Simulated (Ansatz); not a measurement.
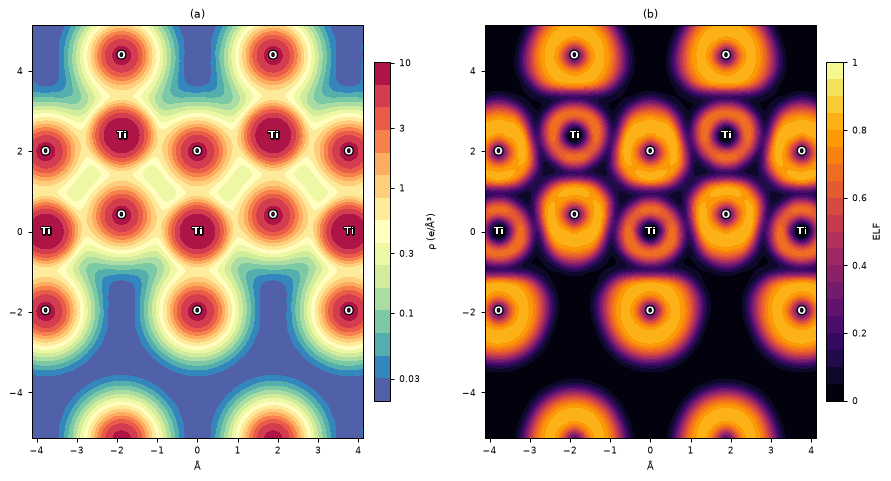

Figure 1: TiO2. (a) valence electron density; (b) ELF on the (010) plane of the conventional cell.

Space group I4₁/amd; a structure from a database of computed crystals, not necessarily the ambient phase; started from the database structure prototype, which need not be the ambient phase; computed without spin polarisation.

Level of theory: DFT, PBEsol, plane waves, PAW (Ansatz).

Core electrons are frozen (PAW), and the valence fields are smoothed inside the atomic spheres.

The calculation's input:

```
crystal:
  lattice:
    - [2.6861077653, -2.6861719524, -0.0195642582]
    - [2.6861077653, 2.6861719524, -0.0195642582]
    - [-2.6488176844, 0.0, 4.8695033964]
  atoms:
    - { symbol: Ti, position: [0.1251061462, 0.8748938538, 0.25] }
    - { symbol: Ti, position: [0.8748938538, 0.1251061462, 0.75] }
    - { symbol: O, position: [0.3313992509, 0.0816161485, 0.6629152268] }
    - { symbol: O, position: [0.6686007491, 0.9183838515, 0.3370847732] }
    - { symbol: O, position: [0.9183838515, 0.6686007491, 0.8370847732] }
    - { symbol: O, position: [0.0816161485, 0.3313992509, 0.1629152268] }
kpoints:
  mp_grid: { grid: [6, 6, 6] }
hamiltonian:
  xc: pbesol
scf:
  occupations: { method: fermi_dirac, width: 0.02 }
relax:
  f_tol: 0.005
  cell: {}
output:
  write_density: true
  write_potential: true
  elf: true
  volumetric_format: npy
```

Launched as:

```sh
ansatz run input.yaml --threads 4 --pin off --max-ram 6451MiB --backend cpu --events-out ev --progress --plain --runs-dir out
```

Below, planes, directions and counts refer to the conventional cell (a = 3.77 Å, b = 3.77 Å, c = 9.55 Å, α = 90.00°, β = 90.00°, γ = 90.00°).

The fields are those of the run's last geometry, not of the input's.

### What do the fields say about this system?

- The plane passes through Ti and O nuclei.
- Ti–O (1.93 Å): ρ at the midpoint is about 0.75 e/Å³; the ELF peaks at about 0.85 in the valence shell of O, 0.6 Å from its nucleus, and is about 0.25 at the midpoint; no shared electron pair shows on this line.
- Ti–O (1.98 Å): ρ is about 0.67 e/Å³ halfway; the ELF peaks at about 0.85 in the valence shell of O, 0.6 Å from its nucleus, and is about 0.20 at the midpoint: no shared electron pair shows on this line.
- Between the atoms the lowest density in this plane is 0.02 e/Å³.
- The features right at Ti lie inside the PAW spheres, where the map follows smoothed inner orbitals and isn't to be read closely.

### Metal or insulator at this level of theory?

It is gapped, with a Kohn–Sham gap of 2.2 eV on the k-point mesh (the band edges may lie off the mesh, which would make the gap smaller).
